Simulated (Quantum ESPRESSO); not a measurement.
# A series of single points on GaAs

System: GaAs (F-43m, 2 atoms in the cell).
Method: Kohn-Sham DFT of a periodic cell, PBE, SSSP 1.3 efficiency PBE, no spin polarisation (Quantum ESPRESSO 7.5).

The 7 runs differ only in the geometry, by an even scaling of the cell at fixed fractional positions. The structure derives from an entry of the Crystallography Open Database.

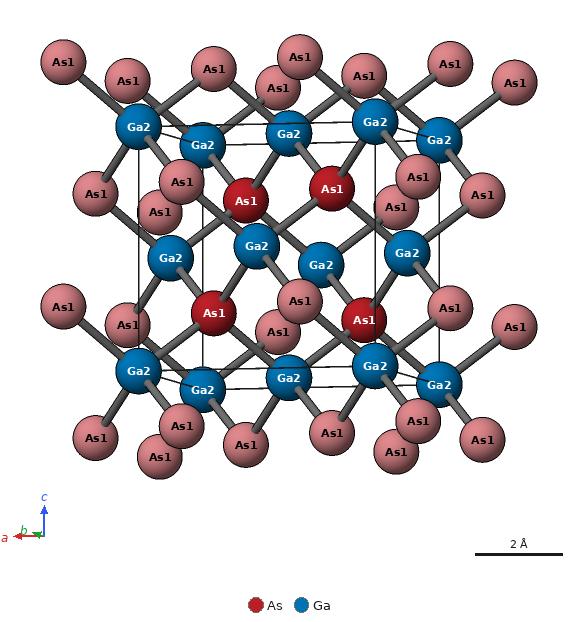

Figure 1. The structure of run 4 (ball-and-stick view of the cell 4 times as large as that of the calculation, set on its symmetry axes, seen at an oblique angle; neighbours outside the cell are drawn fainter; atoms are numbered from 1 in the order of the input).

**Input of run 4**
```
&CONTROL
  calculation = 'scf'
  prefix = 'pwscf'
  outdir = './tmp'
  pseudo_dir = './pseudo'
  tprnfor = .true.
  tstress = .true.
  disk_io = 'nowf'
/
&SYSTEM
  ibrav = 0
  nat = 2
  ntyp = 2
  ecutwfc = 70
  ecutrho = 560
  nbnd = 15
  occupations = 'smearing'
  smearing = 'fd'
  degauss = 0.00367493
/
&ELECTRONS
  conv_thr = 4d-10
  electron_maxstep = 120
  mixing_beta = 0.5
/
ATOMIC_SPECIES
As    74.9216 As.pbe-n-rrkjus_psl.0.2.UPF
Ga    69.7230 Ga.pbe-dn-kjpaw_psl.1.0.0.UPF
CELL_PARAMETERS angstrom
   0.0000000000    2.8268500000    2.8268500000
   2.8268500000    0.0000000000    2.8268500000
   2.8268500000    2.8268500000    0.0000000000
ATOMIC_POSITIONS crystal
As     0.7500000000    0.7500000000    0.7500000000
Ga     0.0000000000    0.0000000000    0.0000000000
K_POINTS automatic
8 8 8 0 0 0
```

Command:
```bash
OMP_NUM_THREADS=1 pw.x -in pw.in > pw.out
```

Lattice vectors (Å) and fractional positions of run 4:
```
   0.000000    2.826850    2.826850
   2.826850    0.000000    2.826850
   2.826850    2.826850    0.000000
As  0.750000  0.750000  0.750000
Ga  0.000000  0.000000  0.000000
```

Run 6 differs from it as follows:
```diff
-   0.0000000000    2.8268500000    2.8268500000
-   2.8268500000    0.0000000000    2.8268500000
-   2.8268500000    2.8268500000    0.0000000000
+   0.0000000000    2.8640496607    2.8640496607
+   2.8640496607    0.0000000000    2.8640496607
+   2.8640496607    2.8640496607    0.0000000000
```

**Results, with one run withheld**

| run | volume per atom (Å³) | free energy per atom, from the lowest run given (meV) | pressure (GPa) | gap on the mesh (eV) |
| --- | --- | --- | --- | --- |
| 1 | 21.234 | 62.66 | 8.77 | 1.01 |
| 2 | 21.686 | 40.45 | 6.75 | 0.85 |
| 3 | 22.138 | 23.63 | 4.95 | 0.69 |
| 4 | 22.590 | 11.67 | 3.33 | 0.53 |
| 5 | 23.041 | 4.05 | 1.87 | 0.39 |
| 6 | 23.493 | ? | ? | ? |
| 7 | 23.945 | 0.00 | −0.56 | 0.10 |

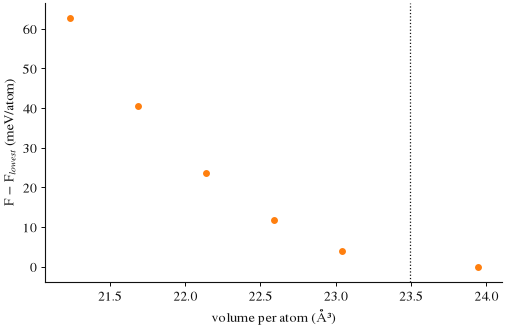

Figure 2. Free energy per atom of the runs given; the dotted line marks run 6.

What should run 6 give?

A cubic polynomial in V^(−2/3) (the Birch–Murnaghan form), fitted to the 6 runs given, misses them by at most 0.01 meV per atom. With x = V^(−2/3) − 0.12581 Å⁻², it reads F = 15.908 + 6792 x + 7.2281e+05 x² + 2.1654e+06 x³ (meV per atom). At run 6 it gives 0.29 meV per atom, and the run itself gives 0.30. The slope of the fit gives a pressure −dF/dV of 0.69 GPa there, and the run prints 0.58 GPa. The two needn't agree exactly: the fit is approximate, and the printed stress is taken on a finite basis. The fit has its minimum at 23.756 Å³ per atom, where V d²F/dV² gives 60.7 GPa: the bulk modulus at this level, since symmetry fixes the shape and the positions. The gap on the mesh goes, without turning, from 1.01 eV in run 1 to 0.10 eV in run 7; run 6 has 0.24 eV. These are gaps of this functional on this mesh, which can miss the band edges; they aren't the measured gap.

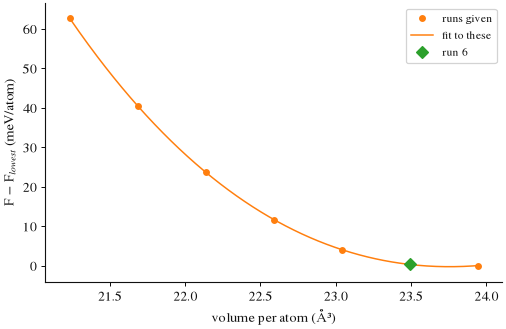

Figure 3. The fit and the withheld run.

**Some lines of the output (run 6)**
```
[...]
     number of k points=    29  Fermi-Dirac smearing, width (Ry)=  0.0037
     total energy              =    -296.16750970 Ry
     total energy              =    -296.17488789 Ry
     total energy              =    -296.17690613 Ry
     total energy              =    -296.17718582 Ry
     total energy              =    -296.17731005 Ry
     total energy              =    -296.17732181 Ry
     total energy              =    -296.17732460 Ry
     total energy              =    -296.17732465 Ry
     the Fermi energy is     6.4009 ev
!    total energy              =    -296.17732465 Ry
     The total energy is F=E-TS. E is the sum of the following terms:
     Computing stress (Cartesian axis) and pressure
          total   stress  (Ry/bohr**3)                   (kbar)     P=        5.82
```
